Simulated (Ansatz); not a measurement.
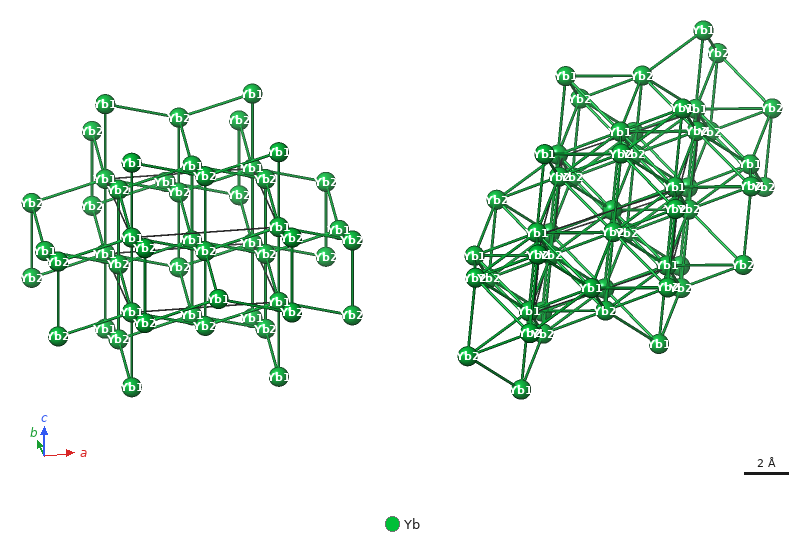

Two geometries of solid Yb (a generated structure, set up in I4_1/amd), drawn at one scale. One is the start of a relaxation, the other its converged end. A ball-and-stick model of the conventional cell (2 times the calculation's cell), seen from a free direction. Lengths and directions refer to the drawn axes.

All numbers below come from Ansatz 0.2.0, DFT, BLYP, plane waves (420 eV) with PAW, scalar-relativistic. Set-up: plane-wave cutoff 420 eV; k-point mesh 10 × 10 × 7; occupations fermi dirac; smearing width 0.1 eV; no spin polarisation; cell and atoms relaxed; force threshold 0.01 eV/Å; at most 60 steps.

### Which of the two is the end point?

The right one is the relaxed one. Phase: beta-Sn type. After 17 accepted moves (19 points after the start) the energy has fallen by 0.646 eV per cell of the calculation. The largest force component goes from 0.00022 to 0.00076 eV/Å. Pressure: −0.93 GPa at the start and 0.01 GPa at the end. The SCF was repeated twice at an unchanged geometry on a basis and grid sized afresh for the cell, which shifted the energy by 42.6 meV per cell of the calculation at most. The largest moves relative to the cell, 0.27 Å, are those of Yb1 and Yb2. Yb2 goes along [1 −1 0]. The volume changes by −14.3 %, with a = b 6.822 → 7.182 Å (+5.3 %), c 3.725 → 3.736 Å (+0.3 %), α 90.0° → 75.0°, β 90.0° → 75.0°, γ 90.0° → 53.7°. Near-neighbour distances that change, for instance: Yb1–Yb1 5.171 → 3.742 Å, Yb1–Yb2 4.409 → 3.754 Å, Yb1–Yb2 (another image) 3.536 → 3.750 Å, Yb1–Yb1 (another image) 3.725 → 3.736 Å. New bonds form: Yb1–Yb1 (5.17 → 3.74 Å), Yb2–Yb2 (5.17 → 3.74 Å). Among the angles between lasting bonds that change: Yb2–Yb1–Yb2 94.0° → 146.3°, Yb2–Yb1–Yb2 94.0° → 59.9°, Yb2–Yb1–Yb2 94.0° → 109.8°. The space group (tolerance 0.01 Å) goes from I4_1/amd (No. 141) to C2/c (No. 15).

Limits of the set-up: 4f states are treated without a Hubbard U.
